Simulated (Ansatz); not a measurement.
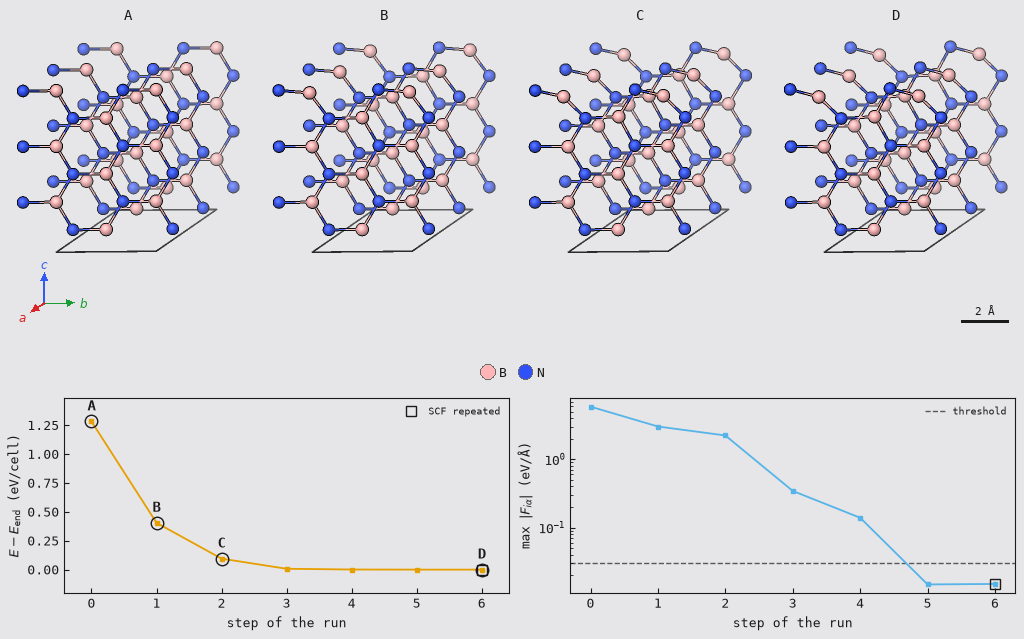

Frames of a constrained relaxation of a slab of composition BN (cut from the R3m phase), marked on the history of the run. The picture is a ball-and-stick view of the 2 × 1 repeat of the cell, outlined in the plane, without the vacuum, seen slightly off an axis.

Case: clean slab, lower half held. The slab is the (1 1 0) face of BN. 6 atoms are held fixed.

These are results of DFT PBEsol, scalar-relativistic, plane waves, PAW in Ansatz 0.2.0, not measurements. (plane-wave cutoff 420 eV; k-point mesh 8 × 7 × 1; occupations gaussian; smearing width 0.05 eV; no spin polarisation; dipole correction; atoms relaxed in a fixed cell; force threshold 0.03 eV/Å; at most 70 steps)

Describe the path.

Answer. The atom that moves furthest is a B atom (0.37 Å at 40° to the normal (−c side)). Largest moves by element: B 0.37 Å, N 0.09 Å. The lattice vectors keep their values. Some distances before and after: B–B 2.504 → 2.117 Å, B–N 1.446 → 1.301 Å, B–N 1.446 → 1.379 Å, B–N 1.446 → 1.486 Å. Among the angles between lasting bonds that change: N–B–N 120.0° → 150.8°, B–N–B 120.0° → 101.7°, B–N–B 120.0° → 104.8°. Over 5 accepted moves (6 points after the start) the energy falls by 1.283 eV per cell of the calculation. Largest force component: 5.9 eV/Å at the start, 0.015 eV/Å at the end. 1 step only repeated the SCF at the same geometry. Cost: 3.7 min on 1 thread of Intel(R) Xeon(R) Platinum 8375C CPU @ 2.90GHz (Ice Lake), with other jobs on the host, peak memory 0.69 GiB. From step 0 to 1: a B atom moves most (0.17 Å), energy −0.878 eV per cell of the calculation. From step 1 to 2: a B atom moves most (0.20 Å), energy −0.310 eV per cell of the calculation. From step 2 to 6: an N atom moves most (0.07 Å), energy −95.0 meV per cell of the calculation.
